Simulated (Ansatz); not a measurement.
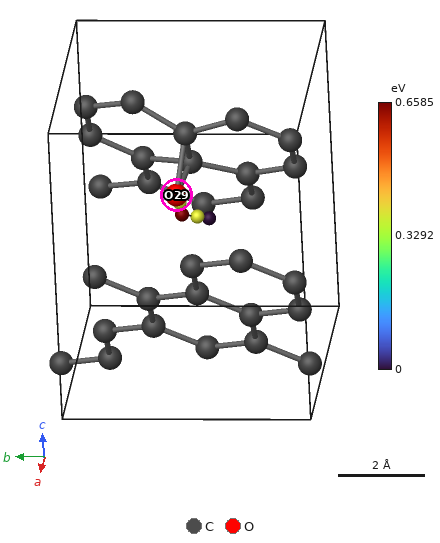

A nudged-elastic-band calculation for a defect cell of composition C28O (29 atoms in the cell). Images are numbered from 0 (start) to 4 (end). The start is drawn whole; smaller spheres mark the moving atoms (O) in the later images, joined by lines and coloured by the energy of the image relative to the start. The picture is a ball-and-stick view of the reduced simulation cell (origin moved), seen from a free direction. The moving atom is ringed, with any periodic copies. Lengths and directions refer to the drawn axes. Bonds to atoms that aren't drawn are left out.

Method: Ansatz, DFT PBE, scalar-relativistic, plane waves, PAW. Set-up: plane-wave cutoff 420 eV; k-point mesh 4 × 4 × 4; Gaussian smearing 0.1 eV; 3 movable images; climbing image.

**Describe the path and its energy.**

The O atom travels furthest, 1.21 Å from end to end, along [3 −2 0], on a path that bends up to 0.33 Å away from the straight line. At the highest image its nearest neighbour (C) is 1.41 Å away, against 1.46 Å at the start, and the surrounding atoms stand up to 0.18 Å off the mean of their end positions. The barrier is about 0.66 eV in both directions, with image 2 at the top; the ends have the same energy. The band is converged.

Limits of the set-up: the periodic images lie only 6.5 Å apart, so the values are limited by the cell's size.
